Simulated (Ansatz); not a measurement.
# Au(111) / 3 layers Os(0001) / Au(111): resistance against film thickness, part 2 of 2

Aim: what a thin film of another metal adds to the resistance, first Au(111) / 3 layers Os(0001) / Au(111).

Ansatz 0.2.0; Ansatz plane-wave DFT, PBE, PAW files; ballistic transport by layer matching (Landauer), zero bias; PAW set soft_1.

So far. Step 2 (With 3 layers): The lead's potential steps by 12 meV from period to period, small in itself. The program estimates the junction's conductance to 9.6 % from the k-mesh, 2.2 % from the leads' distance from neutral and 6.8 % from their steps. Step 3 (With 5 layers, film layers 5): The conductance of the junction is 2.6e14 S/m², 12 % under the 3.0e14 S/m² of the last finished run, within the error estimates, leads' steps apart, of 9.6 and 13 %.

**4. With 6 layers, film layers 6**

The stack now holds 6 film layers; the k-mesh follows the cell, and the energies span -0.27 to 0.27 eV.

System of this step: Au(111) / 6 layers Os(0001) / Au(111). The cell holds 16 atoms: 10 Au and 6 Os. Its edges and angles: a = 2.884 Å, b = 2.884 Å, c = 35.195 Å, α = 90.0°, β = 90.0°, γ = 120.0°. It derives from Au and Os. Regions: lead, 10 atoms (10 Au); films, 6 atoms (6 Os). The structure is stacked along c, and the current runs across the ab planes.

Contents of input.yaml:

```yaml
crystal:
  lattice:
    - [2.8837582304, 0.0, 0.0]
    - [-1.4418791152, 2.4974078859, 0.0]
    - [0.0, 0.0, 35.1947147068]
  atoms:
    - { symbol: Au, position: [0.0, 0.0, 0.0334507433] }
    - { symbol: Au, position: [0.3333333333, 0.6666666667, 0.1003522299] }
    - { symbol: Au, position: [0.6666666667, 0.3333333333, 0.1672537166] }
    - { symbol: Au, position: [0.0, 0.0, 0.2341552032] }
    - { symbol: Os, position: [0.3333333333, 0.6666666667, 0.295188041] }
    - { symbol: Os, position: [0.6666666667, 0.3333333333, 0.3503522299] }
    - { symbol: Os, position: [0.3333333333, 0.6666666667, 0.4055164189] }
    - { symbol: Os, position: [0.6666666667, 0.3333333333, 0.4606806078] }
    - { symbol: Os, position: [0.3333333333, 0.6666666667, 0.5158447968] }
    - { symbol: Os, position: [0.6666666667, 0.3333333333, 0.5710089858] }
    - { symbol: Au, position: [0.0, 0.0, 0.6320418235] }
    - { symbol: Au, position: [0.3333333333, 0.6666666667, 0.6989433102] }
    - { symbol: Au, position: [0.6666666667, 0.3333333333, 0.7658447968] }
    - { symbol: Au, position: [0.0, 0.0, 0.8327462834] }
    - { symbol: Au, position: [0.3333333333, 0.6666666667, 0.8996477701] }
    - { symbol: Au, position: [0.6666666667, 0.3333333333, 0.9665492567] }
kpoints:
  mp_grid: { grid: [15, 15, 1] }
hamiltonian:
  xc: pbe
  pseudopotentials: { kind: paw, azcp: { folder: soft_1 } }
scf:
  occupations: { method: fermi_dirac, width: 0.1 }
output:
  transmission:
    leads: [[0, 1]]
    kmesh: [30, 30]
    e_range: [-0.27, 0.27]
    de: 0.036
  write_potential: true
  write_density: true
  volumetric_format: npy
```

Started as:

```bash
ansatz run input.yaml --threads 4 --pin off --max-ram 8192MiB --backend cpu --events-out ev --progress --plain --runs-dir out
```

Numbers of over 12 decimals in the logs are rounded to 6 here.

What it wrote:

```text
[...]
Crystal: 16 atoms, lattice volume = 253.470 Å³
Basis set: ecut = 420 eV, 4941 PW (Γ)
Bands: 172, of which v1, the nominal top of the filled ones, is band 143 counted from 1 (142 counted from 0)
Symmetry: 12 space group operations
[...]
k-points: 27 of 225
[...]
--- Transmission ---
  basis      : 61 plane waves across, 57 finite elements along
  points     : 91, standing for a mesh of 30 x 30
[...]
filled         : 39.0 meV over the level at which it is neutral
    channels       : 7.966667e-1 a spin
[...]
slowest decay  : 0.0853 /Å at (0.0667, 0.0000)
  junction   : crystal 0 to crystal 0, -1.66 to 31.18 Å
    transmission   : 2.743534e-1 a spin
[...]
resistance     : 2.1559e-3 Ω µm² beyond half of each lead's own
[key lines of the parts left out:]
SCF converged after 14 iterations
Free energy (F): -199824.316310 eV
Fermi energy:    22.557254 eV
```

Run time: 72 s. Hardware: 4 threads of Arm Neoverse V1, shared host; peak memory 1.5 GiB; 4.5 min of CPU time.

Numbers from this step:

* free energy: -199824.3163 eV
* energy at zero smearing: -199824.2052 eV
* Fermi energy: 22.56 eV
* step of the lead's potential: 2 meV
* conductance of the junction: 3.01e14 S/m²
* junction conductance per cell: 0.2795 G₀
* estimated errors of the junction's conductance: 0.9, 0, 11.9, 2.3, 1.3 % (energy step, band edges, k-mesh, leads' steps, distance from neutral)
* area resistance that the stack adds (contact term taken off, spin by spin): 2.156 fΩ m²

Per spin. The transmission, zone mean by energy, zero at the Fermi level:

```
energy (eV)  transmission, zone mean
     -0.270                    0.263
     -0.234                    0.280
     -0.198                    0.285
     -0.162                    0.306
     -0.126                    0.285
     -0.090                    0.287
     -0.054                    0.286
     -0.018                    0.278
      0.018                    0.274
      0.054                    0.277
      0.090                    0.288
      0.126                    0.285
      0.162                    0.306
      0.198                    0.322
      0.234                    0.332
      0.270                    0.324
```

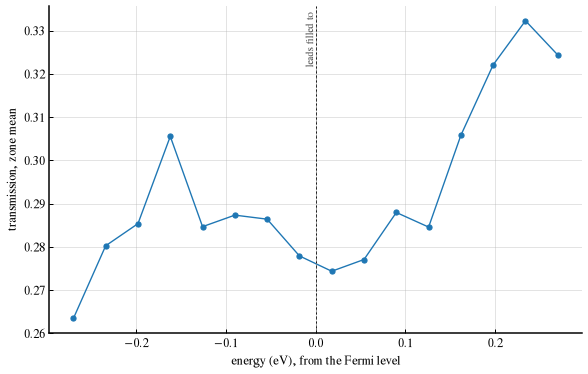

Transmission, zone mean, plotted against energy.

The conductance of the junction is 3.0e14 S/m², 15 % over the 2.6e14 S/m² of the last finished run, no more than the error estimates, leads' steps apart, of 13 and 12 % together.

**5. With 8 layers, film layers 8**

The stack now holds 8 film layers; the k-mesh follows the cell, and the energies span -0.27 to 0.27 eV.

System of this step: Au(111) / 8 layers Os(0001) / Au(111). The cell holds 18 atoms: 10 Au and 8 Os. Cell: a = 2.884 Å, b = 2.884 Å, c = 39.078 Å, α = 90.0°, β = 90.0°, γ = 120.0°. It derives from Au and Os. Regions: lead, 10 atoms (10 Au); films, 8 atoms (8 Os). The structure is stacked along c, and the current runs across the ab planes.

Contents of input.yaml:

```yaml
crystal:
  lattice:
    - [2.8837582304, 0.0, 0.0]
    - [-1.4418791152, 2.4974078859, 0.0]
    - [0.0, 0.0, 39.0776904913]
  atoms:
    - { symbol: Au, position: [0.0, 0.0, 0.0301268922] }
    - { symbol: Au, position: [0.3333333333, 0.6666666667, 0.0903806765] }
    - { symbol: Au, position: [0.6666666667, 0.3333333333, 0.1506344608] }
    - { symbol: Au, position: [0.0, 0.0, 0.2108882452] }
    - { symbol: Os, position: [0.3333333333, 0.6666666667, 0.2658565221] }
    - { symbol: Os, position: [0.6666666667, 0.3333333333, 0.3155392917] }
    - { symbol: Os, position: [0.3333333333, 0.6666666667, 0.3652220613] }
    - { symbol: Os, position: [0.6666666667, 0.3333333333, 0.4149048309] }
    - { symbol: Os, position: [0.3333333333, 0.6666666667, 0.4645876004] }
    - { symbol: Os, position: [0.6666666667, 0.3333333333, 0.51427037] }
    - { symbol: Os, position: [0.3333333333, 0.6666666667, 0.5639531396] }
    - { symbol: Os, position: [0.6666666667, 0.3333333333, 0.6136359092] }
    - { symbol: Au, position: [0.0, 0.0, 0.6686041861] }
    - { symbol: Au, position: [0.3333333333, 0.6666666667, 0.7288579705] }
    - { symbol: Au, position: [0.6666666667, 0.3333333333, 0.7891117548] }
    - { symbol: Au, position: [0.0, 0.0, 0.8493655392] }
    - { symbol: Au, position: [0.3333333333, 0.6666666667, 0.9096193235] }
    - { symbol: Au, position: [0.6666666667, 0.3333333333, 0.9698731078] }
kpoints:
  mp_grid: { grid: [15, 15, 1] }
hamiltonian:
  xc: pbe
  pseudopotentials: { kind: paw, azcp: { folder: soft_1 } }
scf:
  occupations: { method: fermi_dirac, width: 0.1 }
output:
  transmission:
    leads: [[0, 1]]
    kmesh: [30, 30]
    e_range: [-0.27, 0.27]
    de: 0.036
  write_potential: true
  write_density: true
  volumetric_format: npy
```

What it wrote:

```text
[...]
Crystal: 18 atoms, lattice volume = 281.434 Å³
Basis set: ecut = 420 eV, 5495 PW (Γ)
Bands: 191, of which v1, the nominal top of the filled ones, is band 159 counted from 1 (158 counted from 0)
Symmetry: 12 space group operations
[...]
k-points: 27 of 225
[...]
--- Transmission ---
  basis      : 61 plane waves across, 60 finite elements along
  points     : 91, standing for a mesh of 30 x 30
[...]
filled         : 36.6 meV over the level at which it is neutral
    channels       : 7.966667e-1 a spin
[...]
slowest decay  : 0.0850 /Å at (0.0667, 0.0000)
  junction   : crystal 0 to crystal 0, -1.66 to 35.07 Å
    transmission   : 2.960093e-1 a spin
[...]
resistance     : 2.0766e-3 Ω µm² beyond half of each lead's own
[key lines of the parts left out:]
SCF converged after 14 iterations
Free energy (F): -222595.333293 eV
Fermi energy:    22.890518 eV
```

Wall time 90 s (4 threads); peak memory 1.8 GiB; 5.6 min of CPU time.

This step gave:

* free energy: -222595.3333 eV
* energy at zero smearing: -222595.2058 eV
* Fermi energy: 22.89 eV
* step of the lead's potential: 2.1 meV
* conductance of the junction: 3.08e14 S/m²
* junction conductance per cell: 0.2863 G₀
* estimated errors of the junction's conductance: 0.1, 0, 12.3, 2.9, 0.7 % (energy step, band edges, k-mesh, leads' steps, distance from neutral)
* area resistance that the stack adds (contact term taken off, spin by spin): 2.077 fΩ m²

Per spin. The transmission, zone mean by energy, zero at the Fermi level:

```
energy (eV)  transmission, zone mean
     -0.270                    0.289
     -0.234                    0.294
     -0.198                    0.297
     -0.162                    0.286
     -0.126                    0.303
     -0.090                    0.297
     -0.054                    0.282
     -0.018                    0.287
      0.018                    0.296
      0.054                    0.282
      0.090                    0.244
      0.126                    0.233
      0.162                    0.247
      0.198                    0.291
      0.234                    0.295
      0.270                    0.286
```

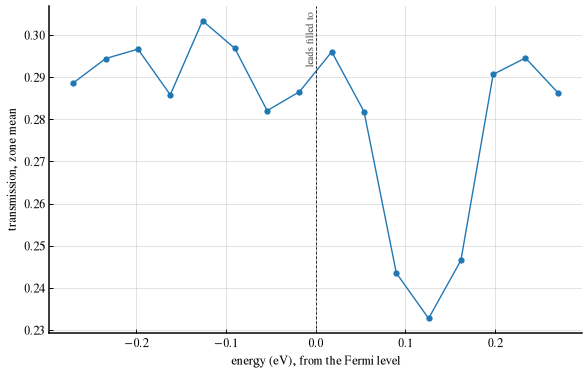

Transmission, zone mean against energy.

The conductance of the junction is 3.1e14 S/m², 2.4 % over the 3.0e14 S/m² of the last finished run, within the error estimates, leads' steps apart, of 12 and 12 %.

**6. With 10 layers, film layers 10**

The stack now holds 10 film layers; the k-mesh follows the cell, and the energies span -0.27 to 0.27 eV.

System of this step: Au(111) / 10 layers Os(0001) / Au(111). The cell holds 20 atoms: 10 Au and 10 Os. Cell: a = 2.884 Å, b = 2.884 Å, c = 42.961 Å, α = 90.0°, β = 90.0°, γ = 120.0°. It derives from Au and Os. Regions: lead, 10 atoms (10 Au); films, 10 atoms (10 Os). The structure is stacked along c, and the current runs across the ab planes.

Contents of input.yaml:

```yaml
crystal:
  lattice:
    - [2.8837582304, 0.0, 0.0]
    - [-1.4418791152, 2.4974078859, 0.0]
    - [0.0, 0.0, 42.9606662758]
  atoms:
    - { symbol: Au, position: [0.0, 0.0, 0.0274038899] }
    - { symbol: Au, position: [0.3333333333, 0.6666666667, 0.0822116696] }
    - { symbol: Au, position: [0.6666666667, 0.3333333333, 0.1370194494] }
    - { symbol: Au, position: [0.0, 0.0, 0.1918272291] }
    - { symbol: Os, position: [0.3333333333, 0.6666666667, 0.2418272291] }
    - { symbol: Os, position: [0.6666666667, 0.3333333333, 0.2870194494] }
    - { symbol: Os, position: [0.3333333333, 0.6666666667, 0.3322116696] }
    - { symbol: Os, position: [0.6666666667, 0.3333333333, 0.3774038899] }
    - { symbol: Os, position: [0.3333333333, 0.6666666667, 0.4225961101] }
    - { symbol: Os, position: [0.6666666667, 0.3333333333, 0.4677883304] }
    - { symbol: Os, position: [0.3333333333, 0.6666666667, 0.5129805506] }
    - { symbol: Os, position: [0.6666666667, 0.3333333333, 0.5581727709] }
    - { symbol: Os, position: [0.3333333333, 0.6666666667, 0.6033649911] }
    - { symbol: Os, position: [0.6666666667, 0.3333333333, 0.6485572114] }
    - { symbol: Au, position: [0.0, 0.0, 0.6985572114] }
    - { symbol: Au, position: [0.3333333333, 0.6666666667, 0.7533649911] }
    - { symbol: Au, position: [0.6666666667, 0.3333333333, 0.8081727709] }
    - { symbol: Au, position: [0.0, 0.0, 0.8629805506] }
    - { symbol: Au, position: [0.3333333333, 0.6666666667, 0.9177883304] }
    - { symbol: Au, position: [0.6666666667, 0.3333333333, 0.9725961101] }
kpoints:
  mp_grid: { grid: [15, 15, 1] }
hamiltonian:
  xc: pbe
  pseudopotentials: { kind: paw, azcp: { folder: soft_1 } }
scf:
  occupations: { method: fermi_dirac, width: 0.1 }
output:
  transmission:
    leads: [[0, 1]]
    kmesh: [30, 30]
    e_range: [-0.27, 0.27]
    de: 0.036
  write_potential: true
  write_density: true
  volumetric_format: npy
```

What it wrote:

```text
[...]
Crystal: 20 atoms, lattice volume = 309.399 Å³
Basis set: ecut = 420 eV, 6059 PW (Γ)
Bands: 210, of which v1, the nominal top of the filled ones, is band 175 counted from 1 (174 counted from 0)
Symmetry: 12 space group operations
[...]
k-points: 27 of 225
[...]
--- Transmission ---
  basis      : 61 plane waves across, 70 finite elements along
  points     : 91, standing for a mesh of 30 x 30
[...]
filled         : 33.5 meV over the level at which it is neutral
    channels       : 7.966667e-1 a spin
[...]
slowest decay  : 0.0846 /Å at (0.0667, 0.0000)
  junction   : crystal 0 to crystal 0, -1.66 to 38.95 Å
    transmission   : 3.045623e-1 a spin
[...]
resistance     : 2.0826e-3 Ω µm² beyond half of each lead's own
[key lines of the parts left out:]
SCF converged after 14 iterations
Free energy (F): -245366.371121 eV
Fermi energy:    23.185990 eV
```

It took 1.7 min on 4 threads; peak memory 2.1 GiB.

Numbers from this step:

```
free energy                                                                : -245366.3711 eV
energy at zero smearing                                                    : -245366.2251 eV
Fermi energy                                                               : 23.19 eV
step of the lead's potential                                               : 1.6 meV
estimated errors of the lead's conductance                                 : 0, 4.1, 0.4 % (band edges, k-mesh, distance from neutral)
lead conductance per cell                                                  : 0.7944 G₀
conductance of the junction                                                : 3.07e14 S/m²
junction conductance per cell                                              : 0.2858 G₀
estimated errors of the junction's conductance                             : 0.2, 0, 13.5, 2.8, 5.5 % (energy step, band edges, k-mesh, leads' steps, distance from neutral)
area resistance that the stack adds (contact term taken off, spin by spin) : 2.083 fΩ m²
```

Per spin. Transmission, zone mean against energy, zero at the Fermi level:

```
energy (eV)  transmission, zone mean
     -0.270                    0.241
     -0.234                    0.257
     -0.198                    0.215
     -0.162                    0.205
     -0.126                    0.198
     -0.090                    0.224
     -0.054                    0.259
     -0.018                    0.297
      0.018                    0.305
      0.054                    0.282
      0.090                    0.290
      0.126                    0.278
      0.162                    0.286
      0.198                    0.283
      0.234                    0.278
      0.270                    0.292
```

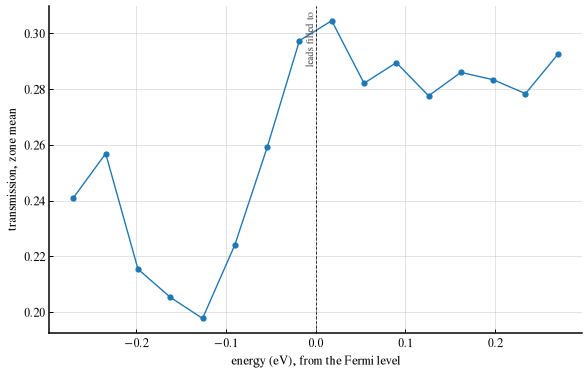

Transmission, zone mean, plotted against energy.

The conductance of the junction is 3.1e14 S/m², 0.19 % under the 3.1e14 S/m² of the last finished run, within the error estimates, leads' steps apart, of 12 and 14 %.

**7. All levels side by side**

Times are for 4 threads of Arm Neoverse V1, shared host. The runs compared:

| no. | film layers | area resistance that the stack adds (contact term taken off, spin by spin) (fΩ m²) | conductance of the junction (S/m²) | time | memory (GiB) |
| --- | --- | --- | --- | --- | --- |
| 1 | 3 | 2.200 | 2.97e14 | 1.8 min | 0.94 |
| 2 | 5 | 2.670 | 2.60e14 | 71 s | 1.2 |
| 3 | 6 | 2.156 | 3.01e14 | 72 s | 1.5 |
| 4 | 8 | 2.077 | 3.08e14 | 90 s | 1.8 |
| 5 | 10 | 2.083 | 3.07e14 | 1.7 min | 2.1 |

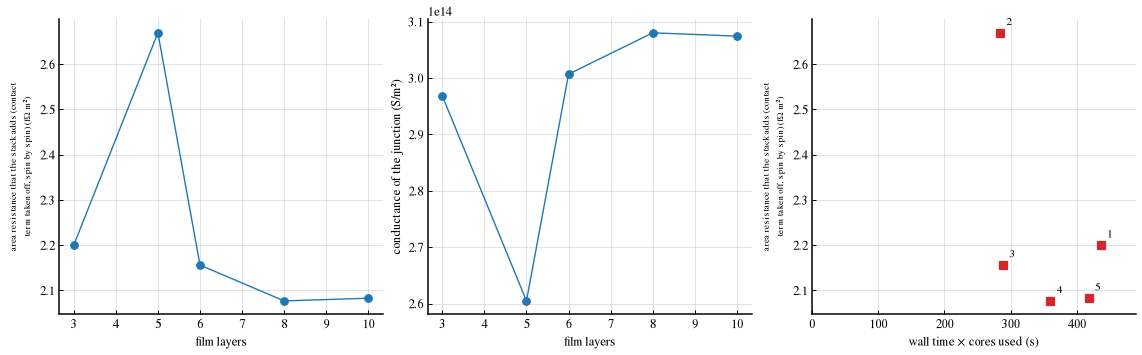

The series as plots; the last panel sets the first result against cost, with the runs numbered as in the table.

**8. With 5 layers**

This step: Ansatz plane-wave DFT, PBE, PAW files; ballistic transport by layer matching (Landauer), zero bias; changed: output.transmission.e_range = [1, -1], scf.max_iter = 60 (Ansatz 0.2.0).

System of this step: Au(111) / 5 layers Os(0001) / Au(111). The cell holds 13 atoms: 8 Au and 5 Os. Cell: a = 2.884 Å, b = 2.884 Å, c = 28.544 Å, α = 90.0°, β = 90.0°, γ = 120.0°. It derives from Au and Os. Regions: lead, 8 atoms (8 Au); films, 5 atoms (5 Os). The structure is stacked along c, and the current runs across the ab planes.

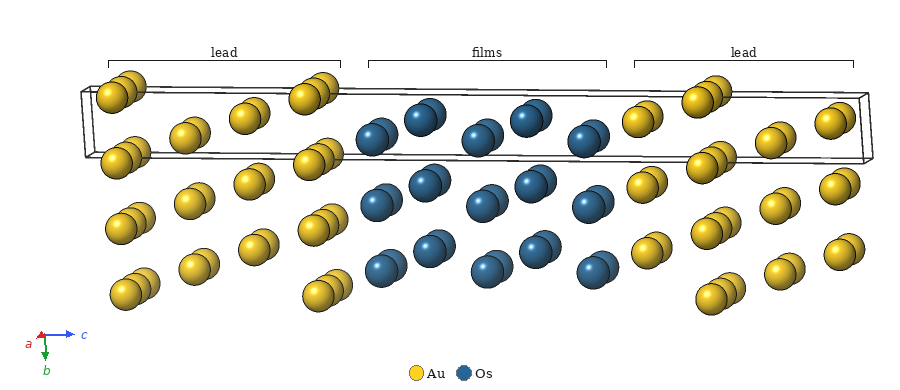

The cell of this step (gold yellow, osmium blue). 2×3×1 cells are drawn. Some periodic images of atoms are drawn too.

Contents of input.yaml:

```yaml
crystal:
  lattice:
    - [2.8837582304, 0.0, 0.0]
    - [-1.4418791152, 2.4974078859, 0.0]
    - [0.0, 0.0, 28.5440693439]
  atoms:
    - { symbol: Au, position: [0.0, 0.0, 0.0412446226] }
    - { symbol: Au, position: [0.3333333333, 0.6666666667, 0.1237338678] }
    - { symbol: Au, position: [0.6666666667, 0.3333333333, 0.206223113] }
    - { symbol: Au, position: [0.0, 0.0, 0.2887123582] }
    - { symbol: Os, position: [0.3333333333, 0.6666666667, 0.3639655847] }
    - { symbol: Os, position: [0.6666666667, 0.3333333333, 0.4319827923] }
    - { symbol: Os, position: [0.3333333333, 0.6666666667, 0.5] }
    - { symbol: Os, position: [0.6666666667, 0.3333333333, 0.5680172077] }
    - { symbol: Os, position: [0.3333333333, 0.6666666667, 0.6360344153] }
    - { symbol: Au, position: [0.6666666667, 0.3333333333, 0.7112876418] }
    - { symbol: Au, position: [0.0, 0.0, 0.793776887] }
    - { symbol: Au, position: [0.3333333333, 0.6666666667, 0.8762661322] }
    - { symbol: Au, position: [0.6666666667, 0.3333333333, 0.9587553774] }
kpoints:
  mp_grid: { grid: [15, 15, 1] }
hamiltonian:
  xc: pbe
  pseudopotentials: { kind: paw, azcp: { folder: soft_1 } }
scf:
  occupations: { method: fermi_dirac, width: 0.1 }
  max_iter: 60
output:
  transmission: { leads: [[0, 1]], kmesh: [30, 30], e_range: [1, -1], de: 0.036 }
  write_potential: true
  write_density: true
  volumetric_format: npy
```

What it wrote:

```text
Error: invalid value for `output.transmission.e_range`: [1, -1] eV must be finite with min < max
```

Run time: 0.05 s. Hardware: 4 threads; peak memory 0.068 GiB.

The input was rejected at the start.

The program's message: “Error: invalid value for `output.transmission.e_range`: [1, -1] eV must be finite with min < max”

The change that led to it: output.transmission.e_range = [1, -1].

**9. What came out**

| Quantity | Value |
| --- | --- |
| area resistance, 3 layers | 2.20 fΩ m² |
| area resistance, 5 layers | 2.67 fΩ m² |
| area resistance, 6 layers | 2.16 fΩ m² |
| area resistance, 8 layers | 2.08 fΩ m² |
| area resistance, 10 layers | 2.08 fΩ m² |

The stack adds 2.2 fΩ m² with 3 layers and 2.1 fΩ m² with 10. From 5 to 10 layers it falls by 22 %, though no single step exceeds the two runs' error estimates together; nothing scatters inside a perfect film, so this is no ohmic growth. With an hcp and an fcc partner, odd and even counts of layers end in unlike stacking at the second interface, which mixes with the effect of thickness. Atoms sit on ideal sites and aren't relaxed. Spin-orbit coupling is left out, which matters for Au and Os. The program's error estimates for the conductances, leads' steps apart, run from 9.6 to 14 %. Os(0001) is stretched by 5.5 % in plane to fit Au(111), at its own atomic volume.

[Logs are printed without paths, hosts, clocks, repeated set-up lines and the standing remarks that a program may print on its own settings, such as how far it seeks lower states.]

[Hosts, paths, dates, database ids (printed as entryN), source tags and the programs' standing remarks are cut or masked in the printed files.]
